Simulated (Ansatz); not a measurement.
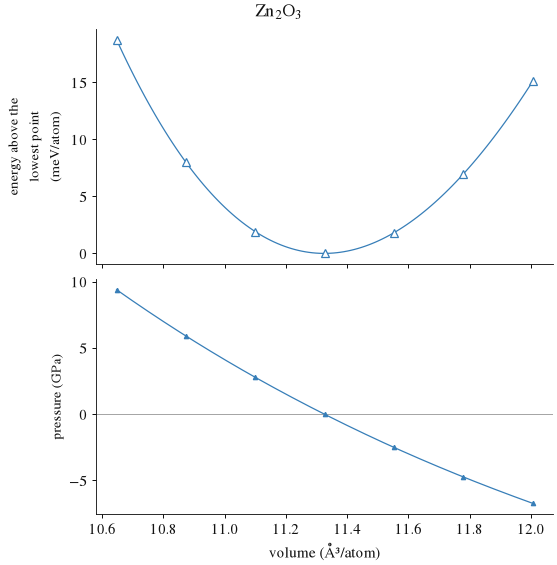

Method: equation of state of a cubic crystal from periodic Kohn-Sham density functional theory without spin, third-order Birch-Murnaghan fit to the free energies; pressure corrected for the finite basis (Ansatz 0.2.0 development build). Level: PBE.

| setting | value |
| --- | --- |
| structure type | cubic X2O3 |
| atoms in cell | 10 |
| space group number | 224 |
| lattice centring | simple cubic |
| k mesh | 12×12×12 |
| occupation method | Fermi–Dirac |
| occupation width | 0.06123 eV |
| wave cutoff | 420 eV |
| datasets | soft-1 PAW |
| density tolerance | 1.1e−07 eV |
| bands | 52 |
| density cutoff ratio | 4 |
| search for lower states | default |

Figure. Energy above the lowest point and pressure against volume for Zn₂O₃, space group Pn-3m (No. 224) (one of a set of cubic test structures, which need not be the stable phase).

A third-order Birch–Murnaghan fit gives V0 = 11.33 Å³/atom, B0 = 132 GPa and B′ = 4.6. The energy above the lowest point is 18.7 meV/atom at volume 10.65 Å³/atom and 15.1 meV/atom at 12.01 Å³/atom; the lowest computed point is at volume 11.33 Å³/atom (0.0 meV/atom). The pressure falls from 9.4 GPa at volume 10.65 Å³/atom to −6.7 GPa at 12.01 Å³/atom, and changes sign near 11.33 Å³/atom.

Caveats: cubic model structure, not the ambient form; modest k-mesh, values are not fully converged in k.
